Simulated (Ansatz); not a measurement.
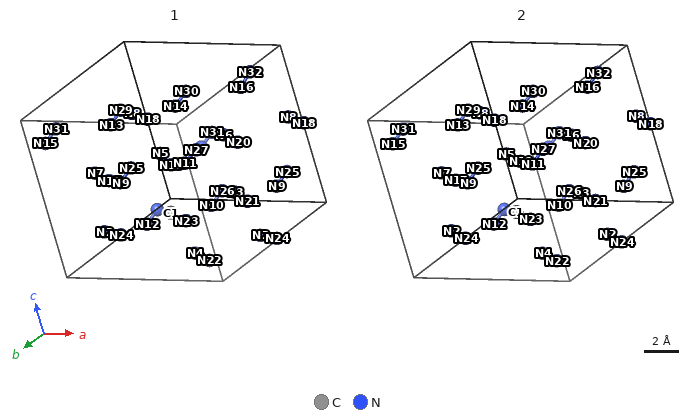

Two geometries of a defect cell of composition CN$_{31}$, drawn at one scale. One is the start of a relaxation, the other its converged end. Style: ball-and-stick. Shown: the cell of the calculation (origin shifted), from a free direction.

Method: DFT PBE+D3(BJ), scalar-relativistic, plane waves, PAW (Ansatz 0.2.0). Set-up: plane-wave cutoff 420 eV; k-point mesh 2 × 2 × 2; occupations gaussian; smearing width 0.01 eV; mesh shifted by (0.5, 0.5, 0.5); collinear spin; atoms relaxed in a fixed cell; force threshold 0.025 eV/Å; at most 45 steps.

Question: Which of the two is the end point?

Answer: Structure 1 is the relaxed one. Case: C on a N site (f), charge +0, atoms relaxed at the host's cell. The largest moves, 0.25 Å, are those of N atoms. Largest moves by element: N 0.25 Å, C 0.11 Å. The lattice vectors keep their values. Near-neighbour distances that change, for instance: C–N 1.102 → 1.172 Å. Over 8 accepted moves (12 points after the start) the energy falls by 0.310 eV per cell of the calculation. Largest force component: 6.5 eV/Å at the start, 0.0011 eV/Å at the end. The line search rejected the trial steps at points 1, 8 of the run. 2 steps only repeated the SCF at the same geometry. The forces were under the threshold at step 6, but the run went on from there.
